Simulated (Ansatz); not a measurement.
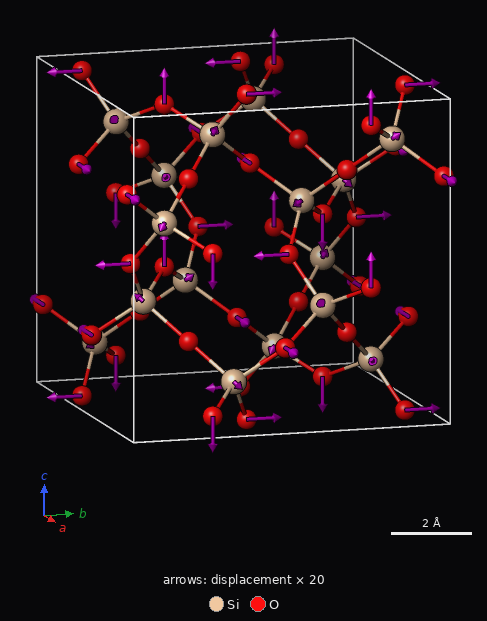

A relaxation of solid SiO₂ (set up in Ia-3). The starting structure is drawn; purple arrows show the displacements, magnified 20 times.

The picture is a ball-and-stick view of the conventional cell (2 times the calculation's cell), seen slightly off an axis. Lengths and directions refer to the drawn axes.

Case: volume × 0.97, shape and atoms relaxed.

The calculation used Ansatz 0.2.0, DFT LDA, scalar-relativistic, plane waves, PAW. Settings: plane-wave cutoff 420 eV; k-point mesh 4 × 4 × 4; occupations gaussian; smearing width 0.02 eV; no spin polarisation; atoms relaxed in a fixed cell; force threshold 0.01 eV/Å; at most 30 steps.

Q: What happened in the run?

A: Over 3 geometry steps the energy falls by 0.137 eV per cell of the calculation. The largest force component goes from 0.44 to 0.003 eV/Å. The largest moves, 0.048 Å, are those of O atoms. Largest moves by element: O 0.048 Å, Si 0.016 Å. The cell doesn't change. Some distances before and after: O–Si 1.572 → 1.588 Å, O–Si 1.601 → 1.615 Å. Among the angles between lasting bonds that change: Si–O–Si 135.0° → 132.4°. The space group stays Ia-3 (No. 206). Cost: 32 s on 4 threads of Intel(R) Xeon(R) Processor @ 2.50GHz (Skylake/Cascade Lake), on a shared host, peak memory 0.92 GiB.
